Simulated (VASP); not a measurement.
```cif
data_structure
_symmetry_space_group_name_H-M 'P 1'
_symmetry_Int_Tables_number 1
_cell_length_a 6.3703
_cell_length_b 6.3703
_cell_length_c 3.2899
_cell_angle_alpha 90.000
_cell_angle_beta 90.000
_cell_angle_gamma 120.000
_cell_volume 115.62
loop_
_atom_site_label
_atom_site_type_symbol
_atom_site_fract_x
_atom_site_fract_y
_atom_site_fract_z
_atom_site_occupancy
La1 La 0.66667 0.33333 0.49810 1
La2 La 0.33333 0.66667 0.50190 1
O1 O 0.50461 0.00000 0.00000 1
O2 O 0.00000 0.50461 0.00000 1
O3 O 0.49539 0.49539 0.00000 1
```

Space group P321; a structure from a database of computed crystals, not necessarily the ambient phase.

The calculation used VASP 6.6.1, Kohn-Sham DFT of a periodic cell, PBE, VASP PAW PBE potentials, recommended.

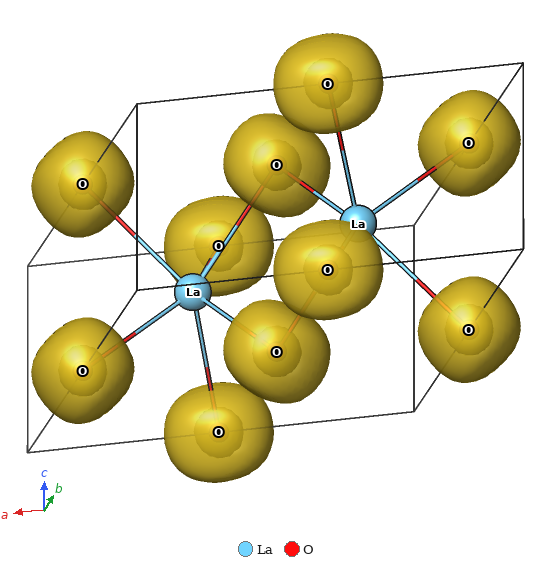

La₂O₃. Isosurface of the electron localisation function at 0.75 (yellow), seen at an oblique angle. Core shells and regions of very low density are left out. Sticks mark near contacts.

In a PAW calculation such maps are meaningful between the atoms, not at the nuclei.

What do the ELF domains correspond to?

Answer. The surface consists of three regions wrapped around O (the valence shell of each), counted in one cell of 5 atoms. Any copies at cell faces, edges or corners count once.

Values along the shortest contacts:
La–O (2.46 Å): the ELF is about 0.20 at the midpoint (an ionic contact with no shared pair).
